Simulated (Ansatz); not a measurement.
```
Co Ti
1.0
     2.04112   -2.04112    0.00000
     0.00000    2.04112   -2.04112
     6.78769    6.78769    6.78769
Co Ti
3 3
Cartesian
  0.0000 0.0000 0.0000
  3.6233 1.5822 1.5822
  5.2055 5.2055 3.1644
  1.8117 1.8117 -0.2295
  3.3938 3.3938 3.3938
  7.0171 4.9760 4.9760
```

Space group R-3m; started from the CuPt (L1_1) prototype, which need not be the ambient phase; computed pressure about −10 GPa in this cell; computed without spin polarisation.

Computed with Ansatz 0.2.0, DFT r2SCAN, scalar-relativistic, plane waves, PAW.

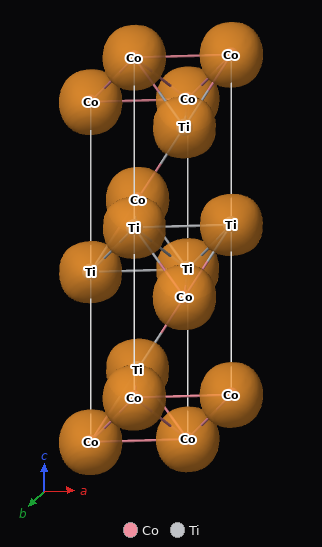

TiCo. Isosurface of the valence charge density (pseudo) at 0.5 e/Å³ (orange), seen at an oblique angle. Sticks mark near contacts.

Core electrons are frozen (PAW), and the valence fields are smoothed inside the atomic spheres.

**What does this surface tell about the bonding?**

At this value the density breaks into separate islands; it holds about 80 % of the electrons treated as valence (semicore included). It bridges none of the near contacts. It is pinched off along the sampled Ti–Co (2.57 Å), Ti–Ti (2.89 Å) and Co–Co (2.89 Å) contacts. On the grid the lowest density along these lines, outside the cores, is 0.29 e/Å³ (Ti–Co, 2.57 Å), 0.2 e/Å³ (Ti–Ti, 2.89 Å) and 0.21 e/Å³ (Co–Co, 2.89 Å).

**Does the calculation give a band gap?**

It is metallic or semimetallic at this level of theory: no gap opens.
